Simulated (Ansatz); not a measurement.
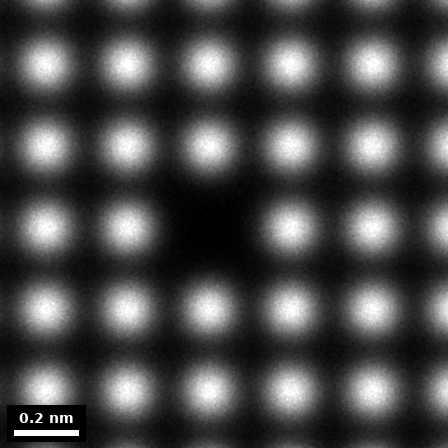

Dark-field STEM-like image of Rh (Pm-3m, No. 221) along [001]. Simulated incoherent Z contrast: every atom adds Z^1.6 spread by a probe of 1.30 Å full width; channelling and multiple scattering are left out. The probe carries 15 % of its weight in a tail 2.5 times as wide. Shot noise was added.

The sample is 1 repeat (2.6 Å) thick. One point defect was put into the perfect crystal, without relaxing the atoms around it. Brightness is counted from the darkest point of the image. Host structure: a calculation's starting geometry; the starting structure was generated, so it need not be a known form of this composition.

> Where is the defect (in Å from the left and the top edge), and what does its contrast suggest?

At about 7 Å from the left and 7 Å from the top. The column has all but vanished there, which points to a vacancy or a much lighter atom. The column holds 1 atom (Rh) through the sample, and one Rh atom is missing, so its peak vanishes.
